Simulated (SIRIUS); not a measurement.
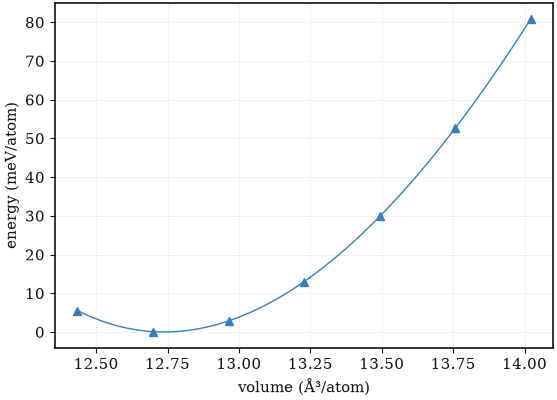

Plotted: energy against volume.

Method: plane-wave DFT, no spin polarisation; energies at scaled volumes of the given cell, shape and fractions fixed, counted from the fit's minimum, third-order Birch-Murnaghan fit (SIRIUS 7.10.0). Level: PBEsol.

For which of these solids was it computed?
A. W, Im-3m (No. 229)
B. ZrC, Fm-3m (No. 225)
C. TiB₂, P6/mmm (No. 191)

Answer. B, ZrC: energy from 0.09 meV/atom to 80.84 meV/atom, V0 12.74 Å³/atom, B0 236 GPa. The others give: TiB₂, energy from 0.03 meV/atom to 38.90 meV/atom, V0 8.398 Å³/atom, B0 266 GPa; W, energy from 1.19 meV/atom to 67.07 meV/atom, V0 15.71 Å³/atom, B0 317 GPa.

For TiB₂, limits of the calculation: shape and atomic fractions are frozen while scaling, which makes layered, chain and framework solids too stiff.
